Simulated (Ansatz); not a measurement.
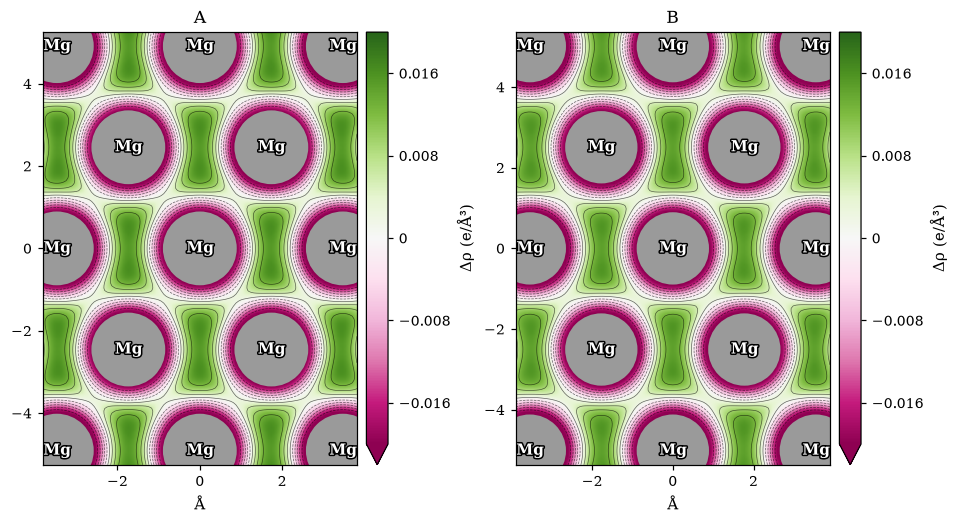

Mg: deformation density on the (011̄) plane of the conventional cell at two volumes, with the same fractional coordinates and one colour scale. Grey discs cover the cores. Panel A has 94 % of the volume of panel B.

Space group Im-3m. This isn't the usual form at ambient conditions. The cell comes from a database of computed structures, not from a measurement.

Computed with DFT PBE, scalar-relativistic, plane waves, PAW (Ansatz).

> How do bonds, bonding charge and pressure respond to this change of volume?

From B to A, Mg–Mg goes from 3.07 to 3.01 Å, and Δρ at its midpoint stays at about zero.
The pressure is 1.1 GPa in B and 3.8 GPa in A.
The rearranged charge is 0.13 e an atom in B and 0.12 e in A.
